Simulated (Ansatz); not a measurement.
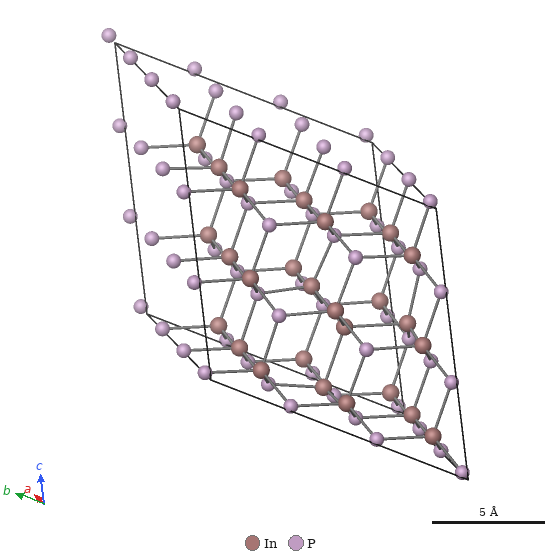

This ball-and-stick model is shown from a general direction. The parallelepiped is the supercell. The host is InP, in a cell of 54 sites, and the cell is neutral.

> Identify the point defect.

Indium on a phosphorus site (an antisite). It is bonded to four In in a tetrahedral arrangement at about 2.9 Å.

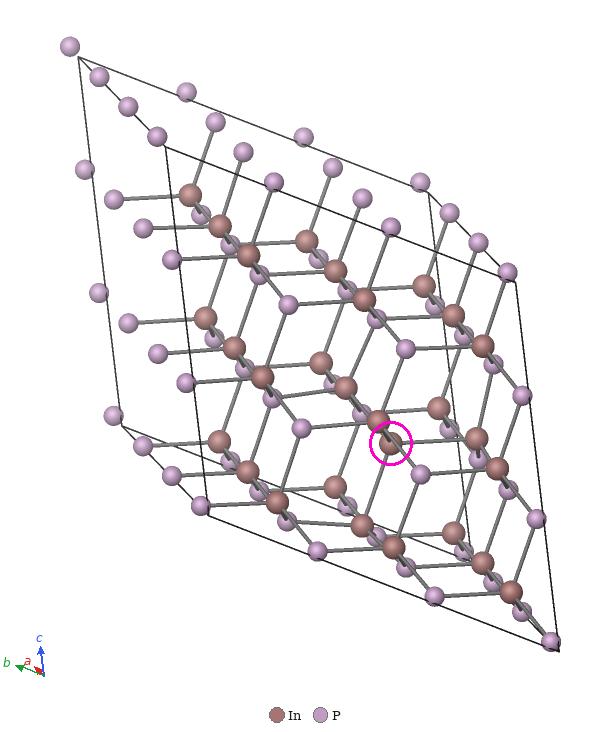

The same cell with a ring at the defect's site.

The atoms were relaxed in the host's cell with Ansatz 0.2.0, DFT PBE, scalar-relativistic, plane waves, PAW.
